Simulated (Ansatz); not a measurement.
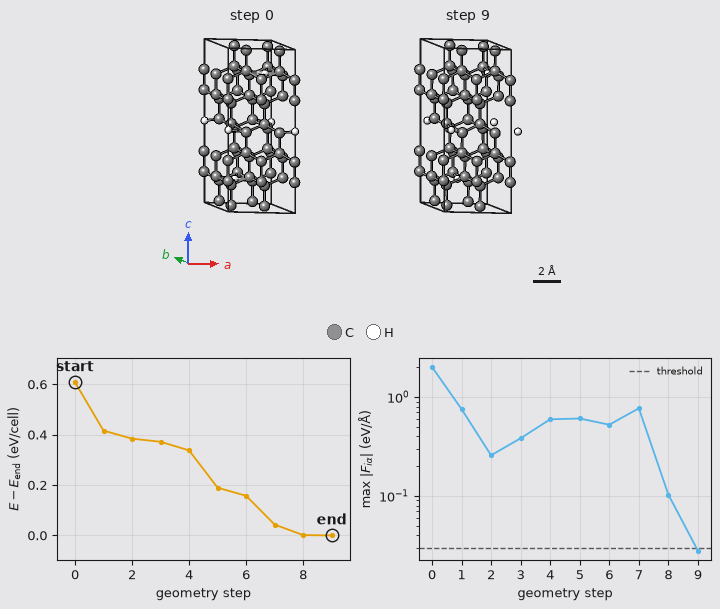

First and last geometry of a relaxation of a defect cell of composition HC$_{16}$ (cell charge +1), with the history of the run. The picture is a ball-and-stick view of the larger cell on standard axes (3 times the calculation's cell) (origin shifted), seen slightly off an axis.

It is an interstitial H in diamond C. The run prepares an end point of a later path (interstitial hop) calculation, from a guessed geometry. The atoms of the start lie slightly off their symmetric places, so part of the fall in energy undoes that.

Computed with DFT r2SCAN-D3(BJ), scalar-relativistic, plane waves, PAW in Ansatz 0.2.0. Set-up: plane-wave cutoff 500 eV; k-point mesh 3 × 3 × 3; occupations gaussian; smearing width 0.02 eV; no spin polarisation; atoms relaxed in a fixed cell; force threshold 0.03 eV/Å; at most 60 steps.

**Did the run converge, and what did it change?**

It converged. The H atom moves most: 0.52 Å along +a. By element the largest moves are H 0.52 Å, C 0.15 Å. The lattice vectors keep their values. Some distances before and after: C–H 1.514 → 2.004 Å, C–C 1.546 → 1.852 Å, C–H 1.454 → 1.155 Å, C–H 1.467 → 1.648 Å. Bond angles that change, for instance: C–C–C 109.5° → 101.5°, C–C–C 109.5° → 102.6°, C–C–C 109.5° → 115.7°. The energy falls by 0.608 eV per cell of the calculation in 9 geometry steps. Largest force component: 2 eV/Å at the start, 0.028 eV/Å at the end. The run took 49 s on 2 threads of Intel(R) Xeon(R) Platinum 8488C (Sapphire Rapids), on a shared host, peak memory 0.65 GiB.

Limits of the set-up: the periodic images lie only 5.0 Å apart, so the values are limited by the cell's size; the cell is charged, on a uniform background, and energies carry no finite-size correction.
